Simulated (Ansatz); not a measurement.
Geometry relaxation of Ga$_{2}$O$_{3}$ (part 1 of 3)

- system: Ga$_{2}$O$_{3}$ (P1, 40 atoms in the cell)
- method: DFT PBE, scalar-relativistic, plane waves, PAW, no spin polarisation (Ansatz 0.2.0)

The structure derives from a Materials Project entry. It belongs to a series of runs on one base structure; here: the perfect supercell shaken and relaxed. Figures and captions count atoms from 1; the log counts them from 0 in places.

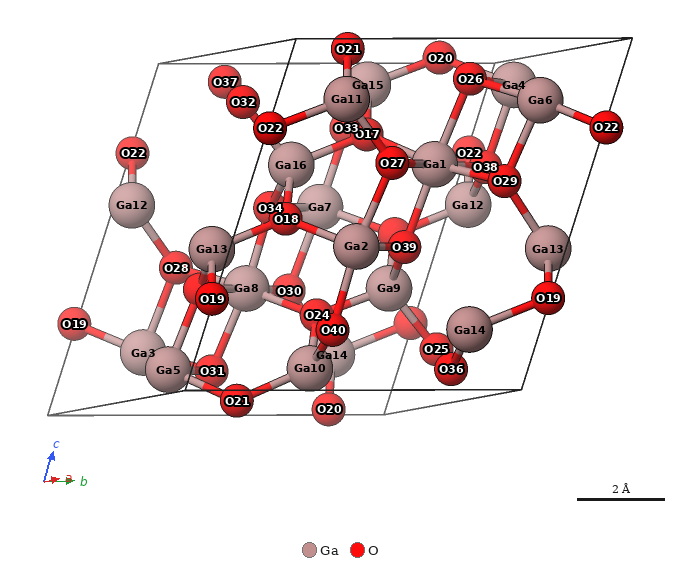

*The starting structure (ball-and-stick view of the cell of the calculation, seen at an oblique angle; atoms are numbered from 1 in the order of the input).*

**Key numbers**

- outcome: converged
- space group (tolerance 0.01 Å): P1 (1) → C2/m (12)
- electrons treated: 352
- free energy: −74160.4897 eV
- Fermi energy: 8.997 eV
- gap on the k-point mesh: 2.96 eV
- final volume: 438.55 Å³
- largest force (length of the vector) at the end: 0.004 eV/Å
- final cell: a = 7.639 Å, b = 7.757 Å, c = 8.519 Å, α = 72.52°, β = 75.43°, γ = 67.19°
- hardware: 8 threads of Arm Neoverse V2, 24 GiB of memory available, shared host
- wall time: 40 s (CPU time 5.1 min)
- peak memory: 2 GiB

**Input file**
```yaml
crystal:
  lattice:
    - [-4.8290928629, -1.5416333702, -5.7151521777]
    - [-6.2270640114, 4.6249001107, -0.0062293263]
    - [1.3979711485, 6.166533481, -5.7089228515]
  atoms:
    - { symbol: Ga, position: [0.6546542378, 0.6634782127, 0.6662831389] }
    - { symbol: Ga, position: [0.8962094598, 0.4144529878, 0.4160249518] }
    - { symbol: Ga, position: [0.1496983514, 0.1674615502, 0.1681937867] }
    - { symbol: Ga, position: [0.4084703626, 0.9192364636, 0.9088140638] }
    - { symbol: Ga, position: [0.5985936757, 0.0846715422, 0.0880361545] }
    - { symbol: Ga, position: [0.854013811, 0.840416726, 0.8338443772] }
    - { symbol: Ga, position: [0.0968729401, 0.5776794583, 0.5844317104] }
    - { symbol: Ga, position: [0.3488534581, 0.3373291517, 0.3357220266] }
    - { symbol: Ga, position: [0.4635493998, 0.7177735392, 0.3269052171] }
    - { symbol: Ga, position: [0.7104671689, 0.462183739, 0.0823852725] }
    - { symbol: Ga, position: [0.9596924381, 0.2228651824, 0.8307784987] }
    - { symbol: Ga, position: [0.2201560239, 0.9684677581, 0.5821219977] }
    - { symbol: Ga, position: [0.7895553664, 0.0282237317, 0.4164178641] }
    - { symbol: Ga, position: [0.0315761439, 0.7767430968, 0.169520244] }
    - { symbol: Ga, position: [0.2927324412, 0.5296664936, 0.9186228766] }
    - { symbol: Ga, position: [0.5410992446, 0.2813247264, 0.6732718043] }
    - { symbol: O, position: [0.492230604, 0.4959495596, 0.7629266016] }
    - { symbol: O, position: [0.7506985179, 0.2339339958, 0.5055928198] }
    - { symbol: O, position: [-0.0016662468, 0.9940787524, 0.260872787] }
    - { symbol: O, position: [0.2452161559, 0.735782937, -0.0015074538] }
    - { symbol: O, position: [0.7441916239, 0.2620046742, 0.9886246181] }
    - { symbol: O, position: [1.0038145579, 0.0049951457, 0.7453073139] }
    - { symbol: O, position: [0.2432497888, 0.7688542152, 0.4970207482] }
    - { symbol: O, position: [0.5091987106, 0.5102325436, 0.2476455676] }
    - { symbol: O, position: [0.4106763376, 0.9365596671, 0.1572044744] }
    - { symbol: O, position: [0.6653659575, 0.6839370425, 0.9086853807] }
    - { symbol: O, position: [0.9056175576, 0.4391253256, 0.6528268162] }
    - { symbol: O, position: [0.160498999, 0.1811313529, 0.4085061168] }
    - { symbol: O, position: [0.8465532997, 0.8130247572, 0.6044914054] }
    - { symbol: O, position: [0.0960389143, 0.5632217815, 0.3472100863] }
    - { symbol: O, position: [0.3399492522, 0.3151812828, 0.1007138685] }
    - { symbol: O, position: [0.5906150643, 0.0590984805, 0.8491667809] }
    - { symbol: O, position: [0.0724028759, 0.5913005307, 0.8103270398] }
    - { symbol: O, position: [0.3149281489, 0.3457420487, 0.5670738447] }
    - { symbol: O, position: [0.5672185011, 0.1159359298, 0.3177059238] }
    - { symbol: O, position: [0.8273676069, 0.8379146764, 0.0712293971] }
    - { symbol: O, position: [0.1891228454, 0.1409209486, 0.9350439939] }
    - { symbol: O, position: [0.4269540972, 0.9051462297, 0.67380804] }
    - { symbol: O, position: [0.6808547982, 0.6407246639, 0.4291050064] }
    - { symbol: O, position: [0.9251583859, 0.4106438782, 0.1765968597] }
basis:
  ecutwfc: 420
  xc_grid: 2
kpoints:
  mp_grid: { grid: [2, 2, 2], shift: [0.5, 0.5, 0.5] }
hamiltonian:
  xc: pbe
scf:
  occupations: { method: gaussian, width: 0.02 }
output:
  forces: true
  stress: false
  eigenvalues: true
relax:
  adjacent_minimum: "off"
  f_tol: 0.03
  max_steps: 25
```

Run as:
```bash
ansatz run input.yaml --threads 8 --pin off --max-ram 16384MiB --backend cpu --events-out ev --progress --plain --runs-dir out
```

**The program's output**
```
Engine: ansatz 0.2.0, aarch64-unknown-linux-gnu
Pseudopotentials: kind: paw
Pseudopotential: Ga, paw, valence charge 13, recommended cutoff 420 eV (normal), Ga.paw.azcp
Pseudopotential: O, paw, valence charge 6, recommended cutoff 420 eV (normal), O.paw.azcp
Functional definition: PBE
  parameter kappa = 0.804
  parameter beta = 0.06672455060314922
  exchange = pbe_x(kappa = kappa, mu = beta*pi^2/3)
  correlation = pbe_c(beta = beta)
Crystal: 40 atoms, lattice volume = 438.546 Å³
Basis set: ecut = 420 eV, 8573 PW (Γ), exchange–correlation on 108×108×120 points (8 copies of the dense FFT grid, shifted against one another)
Bands: 216, of which v1, the nominal top of the filled ones, is band 176 counted from 1 (175 counted from 0)
Symmetry: 1 space group operations
Space group: P1 (ITA 1), of the structure as read, at distance tolerance 7.6e-5 Å
k-points: 4 of 8 (time reversal used)
Non-local potential: Ga, projectors of the file, l = 0: 2, l = 1: 2, l = 2: 3, l = 3: 1
Non-local potential: O, projectors of the file, l = 0: 2, l = 1: 2, l = 2: 1
PAW form: soft (Blöchl's): semilocal exchange-correlation on the pseudo side does not see the compensation charge
PAW one-centre angular grid: Ga, 590 points (default); XC on 64 Gauss nodes
PAW one-centre angular grid: O, 110 points (default); XC on 64 Gauss nodes
Initial density: superposition of atomic densities (neutral atoms: chi_scale 0, normalization atom), corrected by the library's trained network
Initial wavefunctions: pseudopotential atomic-orbital guess
Functional: x = pbe(κ = 0.804, μ = 0.2195149727645171), c = pbe(β = 0.06672455060314922)
SCF iter   1: F=—  HF=-74159.046731 eV  |F-HF|=—  |Δ(HF+E_count)|=         —  Δρ=1.26e-3  dr2=3.59e-3  ethr=1.77e-3  ⟨swp⟩=6.5  Hψ=3178  notcnv=0  defer=12
preconditioner: auto → Resta (q_TF=auto, 2.630 Å⁻¹)  ε∞=4.7  [insulator: Δε(μ)=2.681 eV  Ē_g=17.393 eV  σ=0.020 eV  W_gap=1.00  n_scr=130 (ndim 8)  ℏωp=33.3 eV  f_vac=0.020  D(μ)=0.00/eV (n_scr^D=0)  ε∞_Penn≈4.7]
SCF iter   2: F=—  HF=-74159.051791 eV  |F-HF|=—  |Δ(HF+E_count)|=   5.06e-3  Δρ=6.67e-4  dr2=9.53e-4  ethr=1.02e-6  ⟨swp⟩=2.2  Hψ=1710  notcnv=0  defer=109
SCF iter   3: F=—  HF=-74159.053421 eV  |F-HF|=—  |Δ(HF+E_count)|=   1.63e-3  Δρ=2.90e-4  dr2=3.29e-4  ethr=2.71e-7  ⟨swp⟩=2.0  Hψ=1431  notcnv=0  defer=109
iter 4 did not close the SCF: its close was put off for the readings that it lacked (scf_convergence_deferred on its scf_iter line)
SCF iter   4: F=-74159.053505 eV  HF=-74159.053495 eV  |F-HF|=9.28e-6  |Δ(HF+E_count)|=   7.41e-5  Δρ=6.84e-5  dr2=2.00e-5  ethr=9.36e-8  ⟨swp⟩=2.0  Hψ=1113  notcnv=0  defer=109
iter 5 did not close the SCF: its close was put off for the readings that it lacked (scf_convergence_deferred on its scf_iter line)
SCF iter   5: F=-74159.053507 eV  HF=-74159.053509 eV  |F-HF|=2.01e-6  |Δ(HF+E_count)|=   1.32e-5  Δρ=3.78e-5  dr2=5.64e-6  ethr=5.67e-9  ⟨swp⟩=2.0  Hψ=1415  notcnv=0  defer=109
SCF iter   6: F=-74159.053509 eV  HF=-74159.053509 eV  |F-HF|=3.49e-7  |Δ(HF+E_count)|=   5.56e-7  Δρ=1.68e-5  dr2=1.12e-6  ethr=1.60e-9  ⟨swp⟩=8.0  Hψ=3902  notcnv=0
SCF 1 converged in 6 iterations: F = -74159.053509 eV  dr2 = 1.12e-6
  greatest PAW one-centre occupation: 0.998 electrons in one spin orbital (limit 2), on the Ga atom at site 6 (counted from 0), in its partial waves of l = 2
relax step   1: F+E_penalty+E_count = -74159.05350880 eV  Δ(F+E_penalty+E_count) = +0.000e0 eV  max|allowed force component| = 2.866e0 eV/Å  Δτ_max = 0.0000 Å  (6 SCF iters, dr2 threshold 2.25e-5 eV, accepted)
Initial density: handed on by an earlier stage of this run
Initial wavefunctions: those handed on with the density
iter 1 solved again at ethr=4.81e-5 eV; its pass at ethr=3.10e-3 eV (dr2=1.69e-1 eV) is discarded
SCF iter   1: F=—  HF=-74160.101703 eV  |F-HF|=—  |Δ(HF+E_count)|=         —  Δρ=1.11e-2  dr2=1.70e-1  ethr=4.81e-5  ⟨swp⟩=2.0  Hψ=2344  notcnv=0  defer=135
preconditioner: auto → Resta (q_TF=auto, 2.630 Å⁻¹)  ε∞=4.6  [insulator: Δε(μ)=2.894 eV  Ē_g=17.436 eV  σ=0.020 eV  W_gap=1.00  n_scr=130 (ndim 8)  ℏωp=33.3 eV  f_vac=0.019  D(μ)=0.00/eV (n_scr^D=0)  ε∞_Penn≈4.6]
SCF iter   2: F=—  HF=-74160.066191 eV  |F-HF|=—  |Δ(HF+E_count)|=   3.55e-2  Δρ=5.51e-3  dr2=4.32e-2  ethr=4.81e-5  ⟨swp⟩=2.0  Hψ=1110  notcnv=0  defer=135
SCF iter   3: F=—  HF=-74160.062550 eV  |F-HF|=—  |Δ(HF+E_count)|=   3.64e-3  Δρ=1.47e-3  dr2=7.72e-3  ethr=1.23e-5  ⟨swp⟩=2.0  Hψ=1370  notcnv=0  defer=135
SCF iter   4: F=—  HF=-74160.061375 eV  |F-HF|=—  |Δ(HF+E_count)|=   1.17e-3  Δρ=3.69e-4  dr2=7.92e-4  ethr=2.19e-6  ⟨swp⟩=2.0  Hψ=1446  notcnv=0  defer=135
SCF iter   5: F=—  HF=-74160.061399 eV  |F-HF|=—  |Δ(HF+E_count)|=   2.41e-5  Δρ=1.94e-4  dr2=1.36e-4  ethr=2.25e-7  ⟨swp⟩=2.0  Hψ=1376  notcnv=0  defer=135
SCF iter   6: F=-74160.061369 eV  HF=-74160.061368 eV  |F-HF|=7.70e-7  |Δ(HF+E_count)|=   3.12e-5  Δρ=5.18e-5  dr2=1.29e-5  ethr=2.84e-8  ⟨swp⟩=9.8  Hψ=4018  notcnv=0
SCF 2 converged in 6 iterations: F = -74160.061369 eV  dr2 = 1.29e-5
  greatest PAW one-centre occupation: 0.998 electrons in one spin orbital (limit 2), on the Ga atom at site 0 (counted from 0), in its partial waves of l = 2
relax step   2: F+E_penalty+E_count = -74160.06136872 eV  Δ(F+E_penalty+E_count) = -1.008e0 eV  max|allowed force component| = 1.465e0 eV/Å  Δτ_max = 0.0769 Å  (6 SCF iters, dr2 threshold 1.00e-4 eV, accepted)
SCF iter   1: F=—  HF=-74160.561771 eV  |F-HF|=—  |Δ(HF+E_count)|=         —  Δρ=1.26e-2  dr2=2.68e-1  ethr=4.68e-4  ⟨swp⟩=4.0  Hψ=1993  notcnv=0  defer=135
preconditioner: auto → Resta (q_TF=auto, 2.630 Å⁻¹)  ε∞=4.6  [insulator: Δε(μ)=2.967 eV  Ē_g=17.439 eV  σ=0.020 eV  W_gap=1.00  n_scr=130 (ndim 8)  ℏωp=33.3 eV  f_vac=0.020  D(μ)=0.00/eV (n_scr^D=0)  ε∞_Penn≈4.6]
SCF iter   2: F=—  HF=-74160.496347 eV  |F-HF|=—  |Δ(HF+E_count)|=   6.54e-2  Δρ=6.05e-3  dr2=6.39e-2  ethr=7.61e-5  ⟨swp⟩=3.0  Hψ=1625  notcnv=0  defer=135
SCF iter   3: F=—  HF=-74160.489184 eV  |F-HF|=—  |Δ(HF+E_count)|=   7.16e-3  Δρ=1.61e-3  dr2=9.20e-3  ethr=1.82e-5  ⟨swp⟩=2.5  Hψ=1364  notcnv=0  defer=135
SCF iter   4: F=—  HF=-74160.488137 eV  |F-HF|=—  |Δ(HF+E_count)|=   1.05e-3  Δρ=4.60e-4  dr2=1.02e-3  ethr=2.61e-6  ⟨swp⟩=2.0  Hψ=1394  notcnv=0  defer=135
SCF iter   5: F=—  HF=-74160.488301 eV  |F-HF|=—  |Δ(HF+E_count)|=   1.63e-4  Δρ=1.76e-4  dr2=1.23e-4  ethr=2.90e-7  ⟨swp⟩=2.0  Hψ=1051  notcnv=0  defer=135
SCF iter   6: F=-74160.488276 eV  HF=-74160.488284 eV  |F-HF|=8.19e-6  |Δ(HF+E_count)|=   1.68e-5  Δρ=6.77e-5  dr2=2.11e-5  ethr=2.84e-8  ⟨swp⟩=9.5  Hψ=3799  notcnv=0
SCF 3 converged in 6 iterations: F = -74160.488276 eV  dr2 = 2.11e-5
  greatest PAW one-centre occupation: 0.998 electrons in one spin orbital (limit 2), on the Ga atom at site 2 (counted from 0), in its partial waves of l = 2
relax step   3: F+E_penalty+E_count = -74160.48827581 eV  Δ(F+E_penalty+E_count) = -4.269e-1 eV  max|allowed force component| = 4.806e-2 eV/Å  Δτ_max = 0.0812 Å  (6 SCF iters, dr2 threshold 1.00e-4 eV, accepted)
iter 1 solved again at ethr=6.00e-9 eV; its pass at ethr=3.10e-3 eV (dr2=2.11e-5 eV) is discarded
SCF iter   1: F=—  HF=-74160.488277 eV  |F-HF|=—  |Δ(HF+E_count)|=         —  Δρ=6.77e-5  dr2=2.11e-5  ethr=6.00e-9  ⟨swp⟩=1.0  Hψ=2024  notcnv=0
preconditioner: auto → Resta (q_TF=auto, 2.630 Å⁻¹)  ε∞=4.6  [insulator: Δε(μ)=2.957 eV  Ē_g=17.424 eV  σ=0.020 eV  W_gap=1.00  n_scr=130 (ndim 8)  ℏωp=33.3 eV  f_vac=0.020  D(μ)=0.00/eV (n_scr^D=0)  ε∞_Penn≈4.6]
SCF iter   2: F=—  HF=-74160.488284 eV  |F-HF|=—  |Δ(HF+E_count)|=   6.93e-6  Δρ=3.10e-5  dr2=5.57e-6  ethr=5.99e-9  ⟨swp⟩=2.0  Hψ=1336  notcnv=0
SCF iter   3: F=—  HF=-74160.488286 eV  |F-HF|=—  |Δ(HF+E_count)|=   1.60e-6  Δρ=1.94e-5  dr2=2.48e-6  ethr=1.58e-9  ⟨swp⟩=3.0  Hψ=1044  notcnv=0
SCF iter   4: F=—  HF=-74160.488287 eV  |F-HF|=—  |Δ(HF+E_count)|=   1.25e-6  Δρ=6.58e-6  dr2=1.69e-7  ethr=7.05e-10  ⟨swp⟩=2.0  Hψ=1416  notcnv=0
SCF iter   5: F=-74160.488287 eV  HF=-74160.488287 eV  |F-HF|=1.34e-9  |Δ(HF+E_count)|=   3.96e-9  Δρ=2.36e-6  dr2=2.46e-8  ethr=2.84e-11  ⟨swp⟩=5.2  Hψ=2819  notcnv=0
SCF 4 converged in 5 iterations: F = -74160.488287 eV  dr2 = 2.46e-8
relax step   4: F+E_penalty+E_count = -74160.48828709 eV  Δ(F+E_penalty+E_count) = -1.128e-5 eV  max|allowed force component| = 4.833e-2 eV/Å  Δτ_max = 0.0000 Å  (5 SCF iters, accepted)
SCF iter   1: F=—  HF=-74160.489814 eV  |F-HF|=—  |Δ(HF+E_count)|=         —  Δρ=1.36e-3  dr2=2.39e-3  ethr=8.15e-6  ⟨swp⟩=2.0  Hψ=1757  notcnv=0  defer=135
preconditioner: auto → Resta (q_TF=auto, 2.630 Å⁻¹)  ε∞=4.6  [insulator: Δε(μ)=2.959 eV  Ē_g=17.423 eV  σ=0.020 eV  W_gap=1.00  n_scr=130 (ndim 8)  ℏωp=33.3 eV  f_vac=0.020  D(μ)=0.00/eV (n_scr^D=0)  ε∞_Penn≈4.6]
SCF iter   2: F=—  HF=-74160.489281 eV  |F-HF|=—  |Δ(HF+E_count)|=   5.33e-4  Δρ=6.61e-4  dr2=5.71e-4  ethr=6.78e-7  ⟨swp⟩=2.0  Hψ=1380  notcnv=0  defer=135
SCF iter   3: F=—  HF=-74160.489251 eV  |F-HF|=—  |Δ(HF+E_count)|=   3.04e-5  Δρ=1.28e-4  dr2=5.69e-5  ethr=1.62e-7  ⟨swp⟩=2.0  Hψ=1333  notcnv=0  defer=135
SCF iter   4: F=—  HF=-74160.489705 eV  |F-HF|=—  |Δ(HF+E_count)|=   4.55e-4  Δρ=4.53e-5  dr2=8.42e-6  ethr=1.62e-8  ⟨swp⟩=2.0  Hψ=1382  notcnv=0  defer=135
SCF iter   5: F=—  HF=-74160.489707 eV  |F-HF|=—  |Δ(HF+E_count)|=   1.25e-6  Δρ=1.76e-5  dr2=1.24e-6  ethr=2.39e-9  ⟨swp⟩=2.0  Hψ=1017  notcnv=0  defer=135
SCF iter   6: F=—  HF=-74160.489707 eV  |F-HF|=—  |Δ(HF+E_count)|=   3.75e-8  Δρ=6.35e-6  dr2=1.64e-7  ethr=3.53e-10  ⟨swp⟩=2.0  Hψ=1426  notcnv=0  defer=135
SCF iter   7: F=-74160.489707 eV  HF=-74160.489707 eV  |F-HF|=4.31e-9  |Δ(HF+E_count)|=   1.37e-8  Δρ=1.85e-6  dr2=1.42e-8  ethr=2.84e-11  ⟨swp⟩=9.2  Hψ=3219  notcnv=0
SCF 5 converged in 7 iterations: F = -74160.489707 eV  dr2 = 1.42e-8
relax step   5: F+E_penalty+E_count = -74160.48970652 eV  Δ(F+E_penalty+E_count) = -1.419e-3 eV  max|allowed force component| = 3.094e-3 eV/Å  Δτ_max = 0.0089 Å  (7 SCF iters, accepted)
```

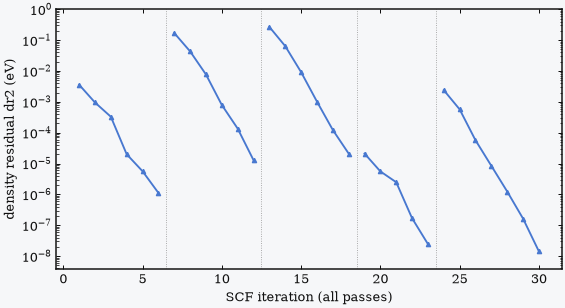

*Convergence of the self-consistent field: density residual dr2 against the SCF iteration. The dotted lines part the SCF passes of the relaxation: geometry steps, rejected trials and re-solves on a re-selected basis.*

The 5 passes take 5 to 7 iterations each, 30 in all.

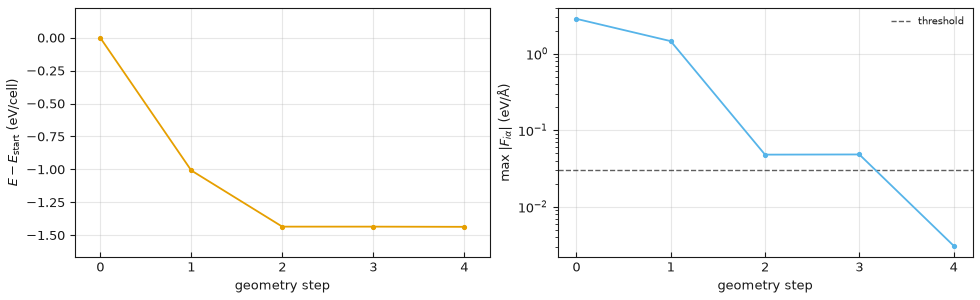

*Progress of the relaxation, step by step (the first geometry is step 0 here and step 1 in the log).*

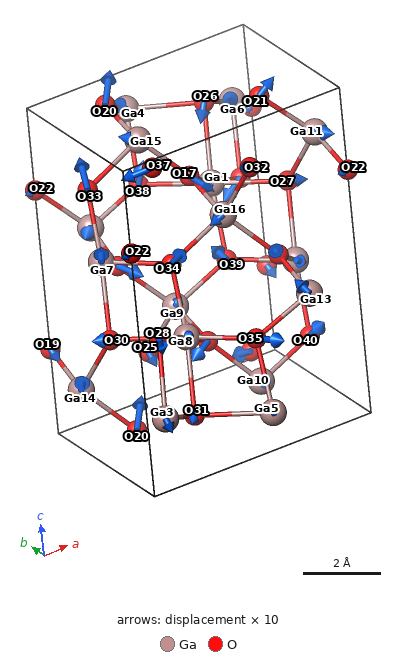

*The starting structure with the displacements as blue arrows, magnified 10 times (ball-and-stick view of the cell of the calculation, seen slightly off an axis).*

After 4 geometry steps the energy has fallen by 1.436 eV per cell of the calculation. The largest force component goes from 2.9 to 0.0031 eV/Å. The largest moves, 0.12 Å, are those of O20, O33 and O35. Largest moves by element: O 0.12 Å, Ga 0.08 Å. The cell doesn't change. Distances before and after: Ga4–O20 2.099 → 1.971 Å, Ga15–O17 1.741 → 1.860 Å, Ga14–O19 1.967 → 1.860 Å, Ga11–O37 1.961 → 1.858 Å. Among the angles that change: O32–Ga6–O33 165.7° → 171.9°, Ga8–O35–Ga13 128.0° → 122.0°, O26–Ga10–O40 113.3° → 119.0°. The space group (tolerance 0.01 Å) goes from P1 (No. 1) to C2/m (No. 12). (Atoms are counted from 1 in the order of the input.)

```
SCF converged after 7 iterations
Free energy (F): -74160.489707 eV
Harris-Foulkes:  -74160.489707 eV  (|F-HF|=4.31e-9)
Internal energy: -74160.489707 eV  (E = F + TS)
E sigma→0 (E₀):  -74160.489707 eV
Fermi energy:    8.997165 eV
--- Per-component energies (eV) ---
  E_band       = -585.314012
  E_kinetic    = 6056.710910
  E_local      = -37084.699476  (includes V_loc(G=0)·N_el)
  E_nonlocal   = 8080.706755
  E_hartree    = 16603.073936
  E_xc         = -2842.443199
  E_vxc        = -3150.728205  (∫ρ·V_xc dr)
  E_paw        = -35768.040926  (= ΣΔE_a)
  E_vpaw       = -7693.515909  (= ΣTr[D̂ρ^β])
  E_aug_tail   = 0.057199  (compensation charges beyond the density's cutoff)
  E_ewald      = -29205.854906
  E_smearing   = -0.000000  (= −TS)
  E_closure    = 0.000000  (closes the sum)
  Σ components = -74160.489707   (vs F -74160.489707, Δ=0.00e0)
```
